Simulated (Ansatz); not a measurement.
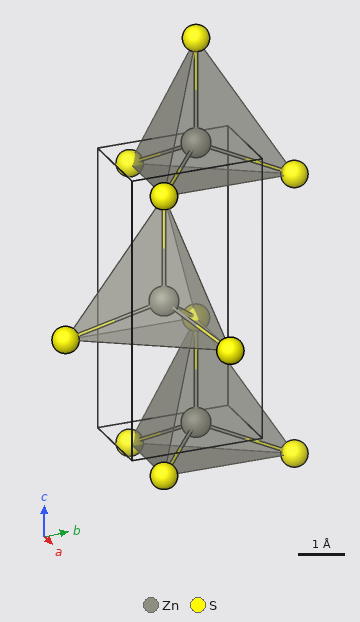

Fig. 1: The input geometry (polyhedral view of the cell of the calculation, seen slightly off an axis; polyhedra are completed across the faces of the cell).

Geometry relaxation, with input and output: ZnS (part 1 of 2)

The run: geometry relaxation of ZnS (P6₃mc, 4 atoms in the cell). Method and program: DFT, LDA, plane waves, PAW, no spin polarisation (Ansatz 0.2.0).

The structure derives from an entry of the Crystallography Open Database. The geometry comes from this level: PBE.

Input file:
```yaml
crystal:
  lattice:
    - [3.8457820742, 0.0, 0.0]
    - [-1.9228910371, 3.3305449736, 0.0]
    - [0.0, 0.0, 6.3040208705]
  atoms:
    - { symbol: Zn, position: [0.3333333333, 0.6666666667, 0.0052010955] }
    - { symbol: Zn, position: [0.6666666667, 0.3333333333, 0.5052010955] }
    - { symbol: S, position: [0.3333333333, 0.6666666667, 0.3797989045] }
    - { symbol: S, position: [0.6666666667, 0.3333333333, 0.8797989045] }
kpoints:
  mp_grid: { grid: [12, 12, 4] }
hamiltonian:
  xc: lda
scf:
  occupations: { method: fermi_dirac, width: 0.02 }
relax:
  f_tol: 0.005
  cell: {}
```

Launched with:
```bash
ansatz run input.yaml --threads 2 --pin off --max-ram 2211MiB --backend cpu --events-out ev --progress --plain --runs-dir out
```

Output:
```
Engine: ansatz 0.2.0, x86_64-unknown-linux-gnu
Pseudopotentials: kind: paw
Pseudopotential: Zn, paw, valence charge 12, recommended cutoff 420 eV (normal), Zn.paw.azcp
Pseudopotential: S, paw, valence charge 6, recommended cutoff 420 eV (normal), S.paw.azcp
Functional definition: SPW92
  exchange = slater_x
  correlation = pw_c
Crystal: 4 atoms, lattice volume = 80.745 Å³
Basis set: ecut = 420 eV, 1581 PW (Γ)
Bands: 22, of which v1, the nominal top of the filled ones, is band 18 counted from 1 (17 counted from 0)
Symmetry: 12 space group operations
Space group: P63mc (ITA 186), of the structure as read, at distance tolerance 4.3e-5 Å
k-points: 57 of 576 (time reversal used)
Non-local potential: Zn, projectors of the file, l = 0: 2, l = 1: 2, l = 2: 3, l = 3: 1
Non-local potential: S, projectors of the file, l = 0: 2, l = 1: 2, l = 2: 2
PAW form: soft (Blöchl's): semilocal exchange-correlation on the pseudo side does not see the compensation charge
PAW frozen core: Zn, regenerated for the run's functional, and the local potential with it (the file was generated under x = pbe(κ = 0.804, μ = 0.2195149727645171), c = pbe(β = 0.06672455060314922))
PAW frozen core: S, regenerated for the run's functional, and the local potential with it (the file was generated under x = pbe(κ = 0.804, μ = 0.2195149727645171), c = pbe(β = 0.06672455060314922))
PAW one-centre angular grid: Zn, 590 points (default); XC on 64 Gauss nodes
PAW one-centre angular grid: S, 110 points (default); XC on 64 Gauss nodes
Initial density: superposition of atomic densities (neutral atoms: chi_scale 0, normalization atom), corrected by the library's trained network
Initial wavefunctions: pseudopotential atomic-orbital guess
Functional: x = slater, c = lda
SCF iter   1: F=—  HF=-8234.750778 eV  |F-HF|=—  |Δ(HF+E_count)|=         —  Δρ=7.03e-3  dr2=3.91e-2  ethr=1.77e-3  ⟨swp⟩=6.1  Hψ=6020  notcnv=0
preconditioner: auto → Resta (q_TF=auto, 2.385 Å⁻¹)  ε∞=6.6  [insulator: Δε(μ)=1.752 eV  Ē_g=10.433 eV  σ=0.020 eV  W_gap=1.00  n_scr=22 (ndim 8)  ℏωp=24.8 eV  f_vac=0.041  D(μ)=0.00/eV (n_scr^D=0)  ε∞_Penn≈6.6]
SCF iter   2: F=—  HF=-8234.741436 eV  |F-HF|=—  |Δ(HF+E_count)|=   9.34e-3  Δρ=3.22e-3  dr2=9.55e-3  ethr=1.09e-4  ⟨swp⟩=3.0  Hψ=2903  notcnv=0
SCF iter   3: F=—  HF=-8234.739437 eV  |F-HF|=—  |Δ(HF+E_count)|=   2.00e-3  Δρ=2.06e-3  dr2=1.79e-3  ethr=2.65e-5  ⟨swp⟩=2.0  Hψ=2365  notcnv=0
SCF iter   4: F=—  HF=-8234.738501 eV  |F-HF|=—  |Δ(HF+E_count)|=   9.36e-4  Δρ=4.64e-4  dr2=1.36e-4  ethr=4.98e-6  ⟨swp⟩=2.0  Hψ=2376  notcnv=0
SCF iter   5: F=—  HF=-8234.738499 eV  |F-HF|=—  |Δ(HF+E_count)|=   2.19e-6  Δρ=8.81e-5  dr2=1.05e-5  ethr=3.78e-7  ⟨swp⟩=2.0  Hψ=2280  notcnv=0
SCF iter   6: F=—  HF=-8234.738503 eV  |F-HF|=—  |Δ(HF+E_count)|=   3.56e-6  Δρ=3.72e-5  dr2=1.08e-6  ethr=2.92e-8  ⟨swp⟩=2.2  Hψ=1739  notcnv=0
SCF iter   7: F=-8234.738503 eV  HF=-8234.738503 eV  |F-HF|=9.66e-9  |Δ(HF+E_count)|=   2.74e-7  Δρ=4.99e-6  dr2=2.27e-8  ethr=2.78e-10  ⟨swp⟩=3.0  Hψ=5522  notcnv=0
SCF 1 converged in 7 iterations: F = -8234.738503 eV  dr2 = 2.27e-8
  greatest PAW one-centre occupation: 0.984 electrons in one spin orbital (limit 2), on the Zn atom at site 0 (counted from 0), in its partial waves of l = 2
relax step   1: F+E_penalty+E_count = -8234.73850280 eV  Δ(F+E_penalty+E_count) = +0.000e0 eV  max|allowed force component| = 5.834e-3 eV/Å  Δτ_max = 0.0000 Å  P = -5.917 GPa  Ω = 80.745 Å³  (7 SCF iters, dr2 threshold 1.00e-7 eV, accepted)
Crystal: 4 atoms, lattice volume = 76.752 Å³
Basis set: ecut = 420 eV, 1521 PW (Γ)
Initial density: handed on by an earlier stage of this run
Initial wavefunctions: those handed on with the density
iter 1 solved again at ethr=1.25e-5 eV; its pass at ethr=3.10e-3 eV (dr2=4.49e-3 eV) is discarded
SCF iter   1: F=—  HF=-8234.848719 eV  |F-HF|=—  |Δ(HF+E_count)|=         —  Δρ=2.51e-3  dr2=4.52e-3  ethr=1.25e-5  ⟨swp⟩=1.3  Hψ=6879  notcnv=0
preconditioner: auto → Resta (q_TF=auto, 2.405 Å⁻¹)  ε∞=6.7  [insulator: Δε(μ)=2.066 eV  Ē_g=10.681 eV  σ=0.020 eV  W_gap=1.00  n_scr=22 (ndim 8)  ℏωp=25.4 eV  f_vac=0.025  D(μ)=0.00/eV (n_scr^D=0)  ε∞_Penn≈6.7]
SCF iter   2: F=—  HF=-8234.847629 eV  |F-HF|=—  |Δ(HF+E_count)|=   1.09e-3  Δρ=1.16e-3  dr2=1.27e-3  ethr=1.25e-5  ⟨swp⟩=2.6  Hψ=2215  notcnv=0
SCF iter   3: F=—  HF=-8234.847378 eV  |F-HF|=—  |Δ(HF+E_count)|=   2.51e-4  Δρ=8.78e-4  dr2=3.26e-4  ethr=3.52e-6  ⟨swp⟩=2.0  Hψ=2174  notcnv=0
SCF iter   4: F=—  HF=-8234.847215 eV  |F-HF|=—  |Δ(HF+E_count)|=   1.63e-4  Δρ=2.03e-4  dr2=4.55e-5  ethr=9.07e-7  ⟨swp⟩=2.0  Hψ=2168  notcnv=0
SCF iter   5: F=—  HF=-8234.847214 eV  |F-HF|=—  |Δ(HF+E_count)|=   8.66e-7  Δρ=6.09e-5  dr2=3.60e-6  ethr=1.27e-7  ⟨swp⟩=2.0  Hψ=2280  notcnv=0
SCF iter   6: F=-8234.847215 eV  HF=-8234.847215 eV  |F-HF|=6.48e-8  |Δ(HF+E_count)|=   1.05e-6  Δρ=1.27e-5  dr2=1.02e-7  ethr=1.11e-9  ⟨swp⟩=2.9  Hψ=5195  notcnv=0
SCF 2 converged in 6 iterations: F = -8234.847215 eV  dr2 = 1.02e-7
  greatest PAW one-centre occupation: 0.983 electrons in one spin orbital (limit 2), on the Zn atom at site 1 (counted from 0), in its partial waves of l = 2
relax step   2: F+E_penalty+E_count = -8234.84721523 eV  Δ(F+E_penalty+E_count) = -1.087e-1 eV  max|allowed force component| = 3.367e-3 eV/Å  Δτ_max = 0.0003 Å  P = -2.554 GPa  Ω = 76.752 Å³  energy of the carried Pulay correction = +1.091e-3 eV  (6 SCF iters, dr2 threshold 4.00e-7 eV, accepted)
Crystal: 4 atoms, lattice volume = 73.970 Å³
Basis set: ecut = 420 eV, 1449 PW (Γ)
iter 1 solved again at ethr=8.08e-6 eV; its pass at ethr=3.10e-3 eV (dr2=2.91e-3 eV) is discarded
SCF iter   1: F=—  HF=-8234.868290 eV  |F-HF|=—  |Δ(HF+E_count)|=         —  Δρ=2.11e-3  dr2=2.93e-3  ethr=8.08e-6  ⟨swp⟩=1.8  Hψ=7205  notcnv=0
preconditioner: auto → Resta (q_TF=auto, 2.420 Å⁻¹)  ε∞=6.7  [insulator: Δε(μ)=2.228 eV  Ē_g=10.854 eV  σ=0.020 eV  W_gap=1.00  n_scr=22 (ndim 8)  ℏωp=25.9 eV  f_vac=0.022  D(μ)=0.00/eV (n_scr^D=0)  ε∞_Penn≈6.7]
SCF iter   2: F=—  HF=-8234.867572 eV  |F-HF|=—  |Δ(HF+E_count)|=   7.18e-4  Δρ=8.93e-4  dr2=7.33e-4  ethr=8.08e-6  ⟨swp⟩=2.6  Hψ=2264  notcnv=0
SCF iter   3: F=—  HF=-8234.867420 eV  |F-HF|=—  |Δ(HF+E_count)|=   1.52e-4  Δρ=7.49e-4  dr2=2.33e-4  ethr=2.04e-6  ⟨swp⟩=2.0  Hψ=2160  notcnv=0
SCF iter   4: F=—  HF=-8234.867310 eV  |F-HF|=—  |Δ(HF+E_count)|=   1.09e-4  Δρ=1.64e-4  dr2=2.92e-5  ethr=6.47e-7  ⟨swp⟩=2.0  Hψ=2154  notcnv=0
SCF iter   5: F=—  HF=-8234.867310 eV  |F-HF|=—  |Δ(HF+E_count)|=   3.39e-7  Δρ=4.60e-5  dr2=2.07e-6  ethr=8.11e-8  ⟨swp⟩=2.0  Hψ=2280  notcnv=0
SCF iter   6: F=-8234.867310 eV  HF=-8234.867310 eV  |F-HF|=4.05e-8  |Δ(HF+E_count)|=   4.55e-7  Δρ=1.16e-5  dr2=7.10e-8  ethr=1.11e-9  ⟨swp⟩=4.0  Hψ=4559  notcnv=0
SCF 3 converged in 6 iterations: F = -8234.867310 eV  dr2 = 7.10e-8
  greatest PAW one-centre occupation: 0.983 electrons in one spin orbital (limit 2), on the Zn atom at site 0 (counted from 0), in its partial waves of l = 2
relax step   3: F+E_penalty+E_count = -8234.86731033 eV  Δ(F+E_penalty+E_count) = -2.010e-2 eV  max|allowed force component| = 8.784e-3 eV/Å  Δτ_max = 0.0015 Å  P = +0.439 GPa  Ω = 73.970 Å³  energy of the carried Pulay correction = +1.885e-3 eV  (6 SCF iters, dr2 threshold 4.00e-7 eV, accepted)
Crystal: 4 atoms, lattice volume = 74.339 Å³
iter 1 solved again at ethr=2.00e-7 eV; its pass at ethr=3.10e-3 eV (dr2=7.20e-5 eV) is discarded
SCF iter   1: F=—  HF=-8234.867735 eV  |F-HF|=—  |Δ(HF+E_count)|=         —  Δρ=3.13e-4  dr2=6.31e-5  ethr=2.00e-7  ⟨swp⟩=2.0  Hψ=6701  notcnv=0
preconditioner: auto → Resta (q_TF=auto, 2.418 Å⁻¹)  ε∞=6.7  [insulator: Δε(μ)=2.190 eV  Ē_g=10.836 eV  σ=0.020 eV  W_gap=1.00  n_scr=22 (ndim 8)  ℏωp=25.8 eV  f_vac=0.026  D(μ)=0.00/eV (n_scr^D=0)  ε∞_Penn≈6.7]
SCF iter   2: F=—  HF=-8234.867719 eV  |F-HF|=—  |Δ(HF+E_count)|=   1.63e-5  Δρ=1.36e-4  dr2=1.55e-5  ethr=1.75e-7  ⟨swp⟩=2.1  Hψ=2191  notcnv=0
SCF iter   3: F=—  HF=-8234.867715 eV  |F-HF|=—  |Δ(HF+E_count)|=   3.56e-6  Δρ=1.02e-4  dr2=4.39e-6  ethr=4.30e-8  ⟨swp⟩=2.0  Hψ=2161  notcnv=0
SCF iter   4: F=—  HF=-8234.867713 eV  |F-HF|=—  |Δ(HF+E_count)|=   2.07e-6  Δρ=2.39e-5  dr2=6.14e-7  ethr=1.22e-8  ⟨swp⟩=2.0  Hψ=2166  notcnv=0
SCF iter   5: F=-8234.867713 eV  HF=-8234.867713 eV  |F-HF|=2.30e-9  |Δ(HF+E_count)|=   3.95e-8  Δρ=6.02e-6  dr2=3.81e-8  ethr=1.11e-9  ⟨swp⟩=4.0  Hψ=4553  notcnv=0
SCF 4 converged in 5 iterations: F = -8234.867713 eV  dr2 = 3.81e-8
relax step   4: F+E_penalty+E_count = -8234.86771310 eV  Δ(F+E_penalty+E_count) = -4.028e-4 eV  max|allowed force component| = 7.617e-3 eV/Å  Δτ_max = 0.0013 Å  P = +0.002 GPa  Ω = 74.339 Å³  energy of the carried Pulay correction = +1.778e-3 eV  (5 SCF iters, dr2 threshold 4.00e-7 eV, accepted)
Crystal: 4 atoms, lattice volume = 74.342 Å³
iter 1 solved again at ethr=3.37e-9 eV; its pass at ethr=3.10e-3 eV (dr2=1.21e-6 eV) is discarded
SCF iter   1: F=—  HF=-8234.867722 eV  |F-HF|=—  |Δ(HF+E_count)|=         —  Δρ=5.57e-5  dr2=1.29e-6  ethr=3.37e-9  ⟨swp⟩=3.0  Hψ=6938  notcnv=0
preconditioner: auto → Resta (q_TF=auto, 2.418 Å⁻¹)  ε∞=6.7  [insulator: Δε(μ)=2.192 eV  Ē_g=10.834 eV  σ=0.020 eV  W_gap=1.00  n_scr=22 (ndim 8)  ℏωp=25.8 eV  f_vac=0.025  D(μ)=0.00/eV (n_scr^D=0)  ε∞_Penn≈6.7]
SCF iter   2: F=—  HF=-8234.867721 eV  |F-HF|=—  |Δ(HF+E_count)|=   3.79e-7  Δρ=2.87e-5  dr2=3.52e-7  ethr=3.37e-9  ⟨swp⟩=2.0  Hψ=2107  notcnv=0
SCF iter   3: F=—  HF=-8234.867721 eV  |F-HF|=—  |Δ(HF+E_count)|=   9.55e-8  Δρ=3.37e-6  dr2=8.70e-9  ethr=9.77e-10  ⟨swp⟩=2.0  Hψ=2082  notcnv=0
SCF iter   4: F=—  HF=-8234.867721 eV  |F-HF|=—  |Δ(HF+E_count)|=   2.52e-9  Δρ=2.74e-6  dr2=3.01e-9  ethr=1.01e-11  ⟨swp⟩=4.5  Hψ=4672  notcnv=0
SCF iter   5: F=-8234.867721 eV  HF=-8234.867721 eV  |F-HF|=7.28e-12  |Δ(HF+E_count)|=   1.90e-9  Δρ=5.63e-7  dr2=2.84e-10  ethr=8.35e-12  ⟨swp⟩=4.1  Hψ=4511  notcnv=0
SCF 5 converged in 5 iterations: F = -8234.867721 eV  dr2 = 2.84e-10
relax step   5: F+E_penalty+E_count = -8234.86772112 eV  Δ(F+E_penalty+E_count) = -8.017e-6 eV  max|allowed force component| = 9.149e-5 eV/Å  Δτ_max = 0.0006 Å  P = +0.000 GPa  Ω = 74.342 Å³  energy of the carried Pulay correction = +1.777e-3 eV  (5 SCF iters, dr2 threshold 3.63e-9 eV, accepted)
Initial wavefunctions: pseudopotential atomic-orbital guess (no wavefunctions were taken with the density)
iter 1 solved again at ethr=1.44e-7 eV; its pass at ethr=3.10e-3 eV (dr2=5.20e-5 eV) is discarded
SCF iter   1: F=—  HF=-8234.865968 eV  |F-HF|=—  |Δ(HF+E_count)|=         —  Δρ=9.87e-5  dr2=1.45e-6  ethr=1.44e-7  ⟨swp⟩=3.0  Hψ=9484  notcnv=0
preconditioner: auto → Resta (q_TF=auto, 2.418 Å⁻¹)  ε∞=6.7  [insulator: Δε(μ)=2.192 eV  Ē_g=10.835 eV  σ=0.020 eV  W_gap=1.00  n_scr=22 (ndim 8)  ℏωp=25.8 eV  f_vac=0.025  D(μ)=0.00/eV (n_scr^D=0)  ε∞_Penn≈6.7]
SCF iter   2: F=—  HF=-8234.865969 eV  |F-HF|=—  |Δ(HF+E_count)|=   1.94e-6  Δρ=1.06e-4  dr2=3.73e-6  ethr=4.03e-9  ⟨swp⟩=2.0  Hψ=2166  notcnv=0
SCF iter   3: F=—  HF=-8234.865969 eV  |F-HF|=—  |Δ(HF+E_count)|=   2.39e-7  Δρ=2.22e-5  dr2=8.16e-8  ethr=4.03e-9  ⟨swp⟩=2.0  Hψ=2166  notcnv=0
SCF iter   4: F=—  HF=-8234.865969 eV  |F-HF|=—  |Δ(HF+E_count)|=   3.05e-7  Δρ=3.86e-6  dr2=3.30e-9  ethr=2.27e-10  ⟨swp⟩=2.0  Hψ=2171  notcnv=0
SCF iter   5: F=—  HF=-8234.865969 eV  |F-HF|=—  |Δ(HF+E_count)|=   2.06e-8  Δρ=7.93e-7  dr2=1.69e-10  ethr=9.17e-12  ⟨swp⟩=2.0  Hψ=2253  notcnv=0
SCF iter   6: F=-8234.865969 eV  HF=-8234.865969 eV  |F-HF|=7.28e-12  |Δ(HF+E_count)|=  1.29e-10  Δρ=1.41e-7  dr2=1.47e-11  ethr=1.00e-12  ⟨swp⟩=4.9  Hψ=4727  notcnv=0
SCF 6 converged in 6 iterations: F = -8234.865969 eV  dr2 = 1.47e-11
relax step   6: F+E_penalty+E_count = -8234.86596896 eV  Δ(F+E_penalty+E_count) = +1.752e-3 eV  max|allowed force component| = 1.271e-4 eV/Å  Δτ_max = 0.0000 Å  P = -0.001 GPa  Ω = 74.342 Å³  stress off target by 2.52e-3 GPa  SCF on the basis re-selected at this cell (its energy is not comparable with the rows above)  (6 SCF iters)
```
